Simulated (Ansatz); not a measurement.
**Run report: ScAl3N4, geometry relaxation**

System: ScAl3N4 (I4/mmm, 8 atoms in the cell).
Method: DFT PBE, scalar-relativistic, plane waves, PAW, no spin polarisation (Ansatz 0.2.0).

The structure was made by a generator, so it may or may not be a known phase.

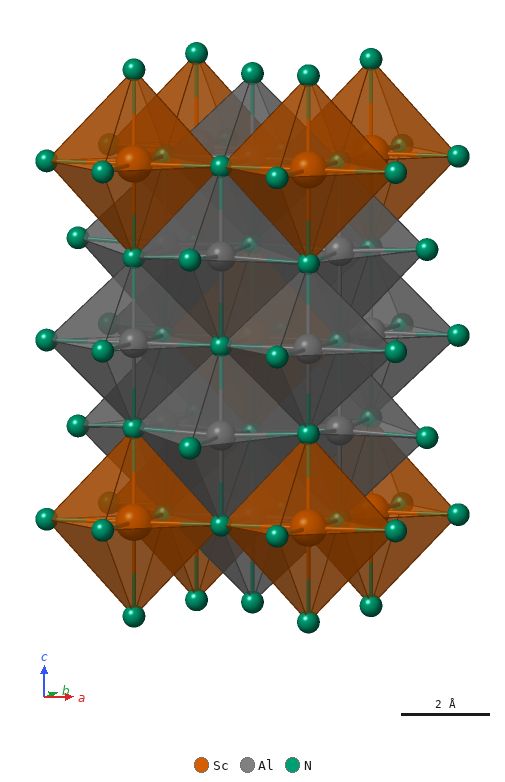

The structure as given in the input (polyhedral view of the cell 2 times as large as that of the calculation, set on its symmetry axes, seen at an oblique angle; polyhedra are completed across the faces of the cell).

**Input file**
```yaml
crystal:
  lattice:
    - [-2.1267641106, 2.1267641106, 4.1290782511]
    - [2.1267641106, -2.1267641106, 4.1290782511]
    - [2.1267641106, 2.1267641106, -4.1290782511]
  atoms:
    - { symbol: Sc, position: [0.0, 0.0, 0.0] }
    - { symbol: Al, position: [0.5, 0.5, 0.0] }
    - { symbol: Al, position: [0.75, 0.25, 0.5] }
    - { symbol: Al, position: [0.25, 0.75, 0.5] }
    - { symbol: "N", position: [0.7375500573, 0.7375500573, 0.0] }
    - { symbol: "N", position: [0.2624499427, 0.2624499427, 0.0] }
    - { symbol: "N", position: [0.5, 0.0, 0.5] }
    - { symbol: "N", position: [0.0, 0.5, 0.5] }
basis:
  ecutwfc: 420
kpoints:
  mp_grid: { grid: [10, 10, 10] }
hamiltonian:
  xc: pbe
scf:
  occupations: { method: gaussian, width: 0.02 }
output:
  forces: true
  stress: true
  eigenvalues: true
  write_density: true
  write_potential: true
  elf: true
  volumetric_format: npy
relax:
  adjacent_minimum: "off"
  f_tol: 0.01
  max_steps: 80
  cell: { stress_tol: 0.05 }
```

Machine: 1 thread of Intel Xeon (Granite Rapids), 192 GiB of memory available, shared host.

Command:
```bash
ansatz run input.yaml --threads 1 --pin off --max-ram 2560MiB --backend cpu --events-out ev --progress --plain --runs-dir out
```

**Output**
```
Engine: ansatz 0.2.0, x86_64-unknown-linux-gnu
Pseudopotentials: kind: paw
Pseudopotential: Sc, paw, valence charge 11, recommended cutoff 420 eV (normal), Sc.paw.azcp
Pseudopotential: Al, paw, valence charge 3, recommended cutoff 420 eV (normal), Al.paw.azcp
Pseudopotential: N, paw, valence charge 5, recommended cutoff 420 eV (normal), N.paw.azcp
Functional definition: PBE
  parameter kappa = 0.804
  parameter beta = 0.06672455060314922
  exchange = pbe_x(kappa = kappa, mu = beta*pi^2/3)
  correlation = pbe_c(beta = beta)
Crystal: 8 atoms, lattice volume = 74.705 Å³
Basis set: ecut = 420 eV, 1469 PW (Γ), exchange–correlation on 72×72×72 points (8 copies of the dense FFT grid, shifted against one another)
Bands: 28, of which v1, the nominal top of the filled ones, is band 20 counted from 1 (19 counted from 0)
Symmetry: 16 space group operations
Space group: I4/mmm (ITA 139), of the structure as read, at distance tolerance 4.2e-5 Å
k-points: 102 of 1000
Non-local potential: Sc, projectors of the file, l = 0: 3, l = 1: 2, l = 2: 3, l = 3: 1
Non-local potential: Al, projectors of the file, l = 0: 2, l = 1: 2, l = 2: 1
Non-local potential: N, projectors of the file, l = 0: 2, l = 1: 2, l = 2: 1
PAW form: soft (Blöchl's): semilocal exchange-correlation on the pseudo side does not see the compensation charge
PAW one-centre angular grid: Sc, 590 points (default); XC on 64 Gauss nodes
PAW one-centre angular grid: Al, 110 points (default); XC on 64 Gauss nodes
PAW one-centre angular grid: N, 110 points (default); XC on 64 Gauss nodes
Initial density: superposition of atomic densities (neutral atoms: chi_scale 0, normalization atom), corrected by the library's trained network
Initial wavefunctions: pseudopotential atomic-orbital guess
Functional: x = pbe(κ = 0.804, μ = 0.2195149727645171), c = pbe(β = 0.06672455060314922)
SCF iter   1: F=—  HF=-5294.395997 eV  |F-HF|=—  |Δ(HF+E_count)|=         —  Δρ=2.22e-3  dr2=1.17e-3  ethr=1.77e-3  ⟨swp⟩=8.3  Hψ=15472  notcnv=0  defer=2
preconditioner: auto → none  [insulator: Δε(μ)=1.967 eV  Ē_g=11.684 eV  σ=0.020 eV  W_gap=1.00  n_scr=14 (ndim 8)  ℏωp=24.3 eV  f_vac=0.000  D(μ)=0.00/eV (n_scr^D=0)  ε∞_Penn≈5.3]
SCF iter   2: F=—  HF=-5294.395687 eV  |F-HF|=—  |Δ(HF+E_count)|=   3.10e-4  Δρ=1.01e-3  dr2=1.79e-4  ethr=2.93e-6  ⟨swp⟩=2.8  Hψ=5422  notcnv=0  defer=162
SCF iter   3: F=—  HF=-5294.395822 eV  |F-HF|=—  |Δ(HF+E_count)|=   1.35e-4  Δρ=2.14e-4  dr2=2.05e-5  ethr=4.46e-7  ⟨swp⟩=2.8  Hψ=4447  notcnv=0  defer=162
SCF iter   4: F=—  HF=-5294.395900 eV  |F-HF|=—  |Δ(HF+E_count)|=   7.79e-5  Δρ=2.91e-5  dr2=3.29e-7  ethr=5.12e-8  ⟨swp⟩=2.0  Hψ=3921  notcnv=0  defer=162
iter 5 did not close the SCF: its close was put off for the readings that it lacked (scf_convergence_deferred on its scf_iter line)
SCF iter   5: F=-5294.395900 eV  HF=-5294.395900 eV  |F-HF|=2.36e-8  |Δ(HF+E_count)|=   2.29e-7  Δρ=5.90e-6  dr2=3.07e-8  ethr=8.22e-10  ⟨swp⟩=2.0  Hψ=4198  notcnv=0  defer=162
SCF iter   6: F=-5294.395900 eV  HF=-5294.395900 eV  |F-HF|=7.82e-11  |Δ(HF+E_count)|=   1.04e-8  Δρ=1.17e-6  dr2=6.26e-10  ethr=7.69e-11  ⟨swp⟩=10.2  Hψ=17276  notcnv=0
SCF 1 converged in 6 iterations: F = -5294.395900 eV  dr2 = 6.26e-10
  greatest PAW one-centre occupation: 0.998 electrons in one spin orbital (limit 2), on the Sc atom at site 0 (counted from 0), in its partial waves of l = 0
relax step   1: F+E_penalty+E_count = -5294.39590002 eV  Δ(F+E_penalty+E_count) = +0.000e0 eV  max|allowed force component| = 1.010e-3 eV/Å  Δτ_max = 0.0000 Å  P = -0.011 GPa  Ω = 74.705 Å³  (6 SCF iters, dr2 threshold 1.00e-7 eV, accepted)
Initial density: handed on by an earlier stage of this run
Initial wavefunctions: pseudopotential atomic-orbital guess (no wavefunctions were taken with the density)
iter 1 solved again at ethr=4.33e-9 eV; its pass at ethr=3.10e-3 eV (dr2=1.73e-6 eV) is discarded
SCF iter   1: F=—  HF=-5294.395826 eV  |F-HF|=—  |Δ(HF+E_count)|=         —  Δρ=3.60e-6  dr2=7.09e-9  ethr=4.33e-9  ⟨swp⟩=3.6  Hψ=24240  notcnv=0
preconditioner: auto → none  [insulator: Δε(μ)=1.963 eV  Ē_g=11.682 eV  σ=0.020 eV  W_gap=1.00  n_scr=14 (ndim 8)  ℏωp=24.3 eV  f_vac=0.000  D(μ)=0.00/eV (n_scr^D=0)  ε∞_Penn≈5.3]
SCF iter   2: F=—  HF=-5294.395900 eV  |F-HF|=—  |Δ(HF+E_count)|=   7.45e-5  Δρ=2.04e-6  dr2=2.65e-9  ethr=1.77e-11  ⟨swp⟩=3.1  Hψ=5514  notcnv=0
SCF iter   3: F=—  HF=-5294.395900 eV  |F-HF|=—  |Δ(HF+E_count)|=  3.89e-10  Δρ=1.14e-6  dr2=6.48e-10  ethr=6.62e-12  ⟨swp⟩=2.3  Hψ=4204  notcnv=0
iter 4 did not close the SCF: its close was put off for the readings that it lacked (scf_convergence_deferred on its scf_iter line)
SCF iter   4: F=-5294.395900 eV  HF=-5294.395900 eV  |F-HF|=1.46e-11  |Δ(HF+E_count)|=  6.37e-11  Δρ=3.88e-7  dr2=5.96e-11  ethr=1.62e-12  ⟨swp⟩=2.2  Hψ=4090  notcnv=0
iter 5 did not close the SCF: its close was put off for the readings that it lacked (scf_convergence_deferred on its scf_iter line)
SCF iter   5: F=-5294.395900 eV  HF=-5294.395900 eV  |F-HF|=3.64e-12  |Δ(HF+E_count)|=  2.91e-11  Δρ=9.28e-8  dr2=4.62e-12  ethr=1.00e-12  ⟨swp⟩=1.0  Hψ=2856  notcnv=0
iter 6 did not close the SCF: its close was put off for the readings that it lacked (scf_convergence_deferred on its scf_iter line)
SCF iter   6: F=-5294.395900 eV  HF=-5294.395900 eV  |F-HF|=9.09e-13  |Δ(HF+E_count)|=    0.00e0  Δρ=1.67e-8  dr2=9.39e-14  ethr=1.00e-12  ⟨swp⟩=1.0  Hψ=2856  notcnv=0
iter 7 did not close the SCF: its close was put off for the readings that it lacked (scf_convergence_deferred on its scf_iter line)
SCF iter   7: F=-5294.395900 eV  HF=-5294.395900 eV  |F-HF|=0.00e0  |Δ(HF+E_count)|=    0.00e0  Δρ=9.13e-9  dr2=3.54e-14  ethr=1.00e-12  ⟨swp⟩=1.0  Hψ=2856  notcnv=0
SCF iter   8: F=-5294.395900 eV  HF=-5294.395900 eV  |F-HF|=0.00e0  |Δ(HF+E_count)|=  1.82e-12  Δρ=3.78e-9  dr2=7.11e-15  ethr=1.00e-12  ⟨swp⟩=2.1  Hψ=7813  notcnv=0
SCF 2 converged in 8 iterations: F = -5294.395900 eV  dr2 = 7.11e-15
relax step   2: F+E_penalty+E_count = -5294.39590002 eV  Δ(F+E_penalty+E_count) = -2.092e-10 eV  max|allowed force component| = 1.023e-3 eV/Å  Δτ_max = 0.0000 Å  P = -0.011 GPa  Ω = 74.705 Å³  stress off target by 2.33e-2 GPa  SCF on the basis re-selected at this cell (its energy is not comparable with the rows above)  (8 SCF iters)
```

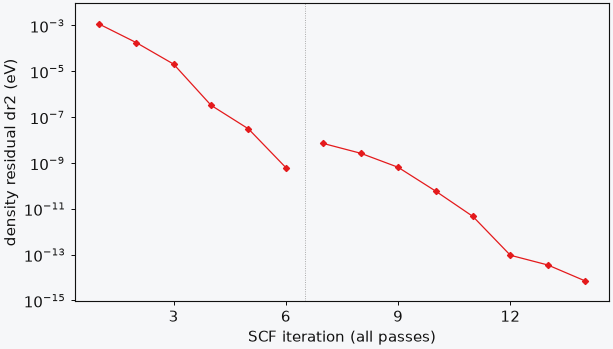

Convergence of the self-consistent field: density residual dr2 against the SCF iteration. The dotted lines part the SCF passes of the relaxation: geometry steps, rejected trials and re-solves on a re-selected basis. The passes take 6 and 8 iterations.

```
basis re-selected at this cell: Δ(F+E_penalty+E_count) = -2.092e-10 eV, ΔP = +0.000 GPa vs the last step (what re-selecting the basis moved, of the pressure what is left beyond the Pulay correction that the steps carried, after the strain that the cell walked since its last selection, with what the two solves' SCF thresholds leave and, on support functions, any second-order correction that the steps lacked; it is no measure of the basis error at this ecutwfc). This SCF's stress stands 2.33e-2 GPa from its target on what of the cell is left free (relax.cell.stress_tol is 5.00e-2 GPa) and its largest allowed force component is 1.02e-3 eV/Å (relax.f_tol is 1.00e-2 eV/Å): within both
SCF converged after 8 iterations
Free energy (F): -5294.395900 eV
Harris-Foulkes:  -5294.395900 eV  (|F-HF|=0.00e0)
Internal energy: -5294.395900 eV  (E = F + TS)
E sigma→0 (E₀):  -5294.395900 eV
Fermi energy:    12.421834 eV
--- Per-component energies (eV) ---
  E_band       = 7.692646
  E_kinetic    = 877.995543
  E_local      = -1535.509355  (includes V_loc(G=0)·N_el)
  E_nonlocal   = 286.871890
  E_hartree    = 558.004850
  E_xc         = -474.636767
  E_vxc        = -536.335660  (∫ρ·V_xc dr)
  E_paw        = -2865.135051  (= ΣΔE_a)
  E_vpaw       = -201.339868  (= ΣTr[D̂ρ^β])
  E_aug_tail   = 0.000397  (compensation charges beyond the density's cutoff)
  E_ewald      = -2141.987408
  E_smearing   = -0.000000  (= −TS)
  E_closure    = 0.000000  (closes the sum)
  Σ components = -5294.395900   (vs F -5294.395900, Δ=0.00e0)
--- Forces (eV/Å), atoms counted from 1 ---
  atom   1  Sc     0.00000000     0.00000000     0.00000000
  atom   2  Al    -0.00000000    -0.00000000     0.00000000
  atom   3  Al     0.00000000     0.00000000    -0.00000000
  atom   4  Al    -0.00000000    -0.00000000     0.00000000
  atom   5  N      0.00000000    -0.00000000     0.00102289
  atom   6  N     -0.00000000    -0.00000000    -0.00102289
  atom   7  N      0.00000000     0.00000000     0.00000000
  atom   8  N      0.00000000    -0.00000000    -0.00000000
  max |Σ_I F_I| component: 3.51e-17 eV/Å
--- Stress (GPa, compression-positive) ---
       -0.023306      -0.000000      -0.000000
       -0.000000      -0.023306       0.000000
       -0.000000      -0.000000       0.012874
  P = ⅓ Tr σ = -0.0112 GPa (-0.112 kbar)
--- Band table (eV; the first three rows and the last of 102) ---
  k-point 0: bands = ["-36.3025", "-15.1537", "-15.0851", "-15.0851", "-5.0275", "-1.9582", "-1.7481", "-1.6045", "5.4855", "5.8078", "5.8078", "6.9876", "6.9876", "7.1564", "7.7650", "9.4591", "9.4591", "11.0088", "11.4404", "11.4404", "13.4031", "14.6943", "15.3714", "15.3714", "16.1187", "17.1786", "18.0372", "18.4704"]
  k-point 1: bands = ["-36.3022", "-15.1536", "-15.0930", "-15.0919", "-4.8994", "-1.9537", "-1.7156", "-1.6988", "5.2317", "5.5524", "6.1317", "6.2881", "7.1774", "7.8092", "8.2517", "8.9602", "9.4320", "10.8232", "10.8335", "11.2326", "13.8872", "15.1839", "15.3785", "15.4436", "16.3074", "17.5605", "18.1761", "18.7230"]
  k-point 2: bands = ["-36.3016", "-15.1535", "-15.1131", "-15.1097", "-4.5315", "-1.9396", "-1.9241", "-1.6570", "4.4257", "5.3465", "5.7896", "6.9846", "7.7069", "7.7661", "8.7889", "8.8722", "9.3074", "9.6297", "10.3358", "10.8478", "14.7612", "15.4776", "15.6521", "16.1494", "16.8761", "18.4335", "18.5722", "19.2714"]
  k-point 101: bands = ["-36.3022", "-15.1735", "-15.0869", "-15.0869", "-3.6417", "-3.5623", "-2.1077", "-1.6770", "5.0669", "5.0669", "7.2386", "7.3588", "8.3760", "9.1441", "9.1441", "9.2779", "9.3399", "9.3399", "10.8531", "10.8531", "13.5942", "13.5942", "13.8651", "14.5048", "16.1418", "17.2193", "17.5746", "18.2432"]
--- Relaxed structure (1 steps of the walk, 1 accepted, 1 SCFs on fresh bases) ---
  F+E_penalty+E_count = -5294.39590002 eV   max|allowed force component| = 1.023e-3 eV/Å   (the final SCF, on the basis selected at the relaxed cell)
  cell:  # Å, volume = 74.7054 Å³
    - [-2.1267641106, 2.1267641106, 4.1290782511]
    - [2.1267641106, -2.1267641106, 4.1290782511]
    - [2.1267641106, 2.1267641106, -4.1290782511]
  atoms:
    - { symbol: Sc, position: [0.0, 0.0, 0.0] }
    - { symbol: Al, position: [0.5000000000000001, 0.5000000000000001, 0.0] }
    - { symbol: Al, position: [0.75, 0.25000000000000006, 0.5] }
    - { symbol: Al, position: [0.25000000000000006, 0.75, 0.5] }
    - { symbol: N, position: [0.7375500573000001, 0.7375500573000001, 0.0] }
    - { symbol: N, position: [0.26244994270000005, 0.26244994270000005, 0.0] }
    - { symbol: N, position: [0.5, 0.0, 0.5] }
    - { symbol: N, position: [0.0, 0.5, 0.5] }
```

**Trajectory as extended XYZ (Å, eV, eV/Å), 2 frames, from step=1 to step=2**
```
8
Lattice="-2.1268 2.1268 4.1291 2.1268 -2.1268 4.1291 2.1268 2.1268 -4.1291" Properties=species:S:1:pos:R:3:forces:R:3 step=1 energy=-5294.39590 pressure_GPa=-0.01
Sc    0.0000    0.0000    0.0000    0.0000   0.0000   0.0000
Al    0.0000    0.0000    4.1291    0.0000   0.0000   0.0000
Al    0.0000    2.1268    2.0645    0.0000   0.0000   0.0000
Al    2.1268    0.0000    2.0645    0.0000   0.0000   0.0000
N     0.0000    0.0000    6.0908    0.0000   0.0000   0.0010
N     0.0000    0.0000    2.1674    0.0000   0.0000  -0.0010
N     0.0000    2.1268    0.0000    0.0000   0.0000   0.0000
N     2.1268    0.0000    0.0000    0.0000   0.0000   0.0000
8
Lattice="-2.1268 2.1268 4.1291 2.1268 -2.1268 4.1291 2.1268 2.1268 -4.1291" Properties=species:S:1:pos:R:3:forces:R:3 step=2 energy=-5294.39590 pressure_GPa=-0.01
Sc    0.0000    0.0000    0.0000    0.0000   0.0000   0.0000
Al    0.0000    0.0000    4.1291    0.0000   0.0000   0.0000
Al    0.0000    2.1268    2.0645    0.0000   0.0000   0.0000
Al    2.1268    0.0000    2.0645    0.0000   0.0000   0.0000
N     0.0000    0.0000    6.0908    0.0000   0.0000   0.0010
N     0.0000    0.0000    2.1674    0.0000   0.0000  -0.0010
N     0.0000    2.1268    0.0000    0.0000   0.0000   0.0000
N     2.1268    0.0000    0.0000    0.0000   0.0000   0.0000
```

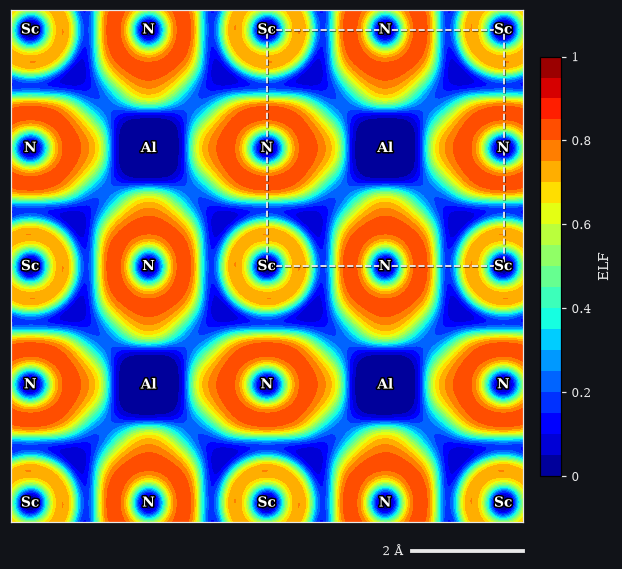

Electron localisation function on the (001) plane of the conventional cell. The section cuts through Sc, Al and N sites. Sc–N (2.13 Å): the ELF is about 0.20 at the midpoint. Al–N (2.13 Å): the ELF is about 0.75 at the midpoint. The strong features right at Sc lie inside the PAW spheres (semicore, d or f shells) and say nothing about bonding. In a PAW calculation such maps are meaningful between the atoms, not at the nuclei.

**Summary**

| quantity | value |
| --- | --- |
| outcome | converged |
| space group (tolerance 0.01 Å) | I4/mmm (139) |
| electrons treated | 40 |
| free energy | −5294.3959 eV |
| Fermi energy | 12.422 eV |
| gap on the k-point mesh | 1.96 eV |
| pressure | −0.01 GPa |
| final volume | 74.71 Å³ |
| largest force (length of the vector) at the end | 0.001 eV/Å |
| final cell | a = 5.108 Å, b = 5.108 Å, c = 5.108 Å, α = 130.79°, β = 130.79°, γ = 72.14° |
| wall time | 16 s |
| peak memory | 0.55 GiB |
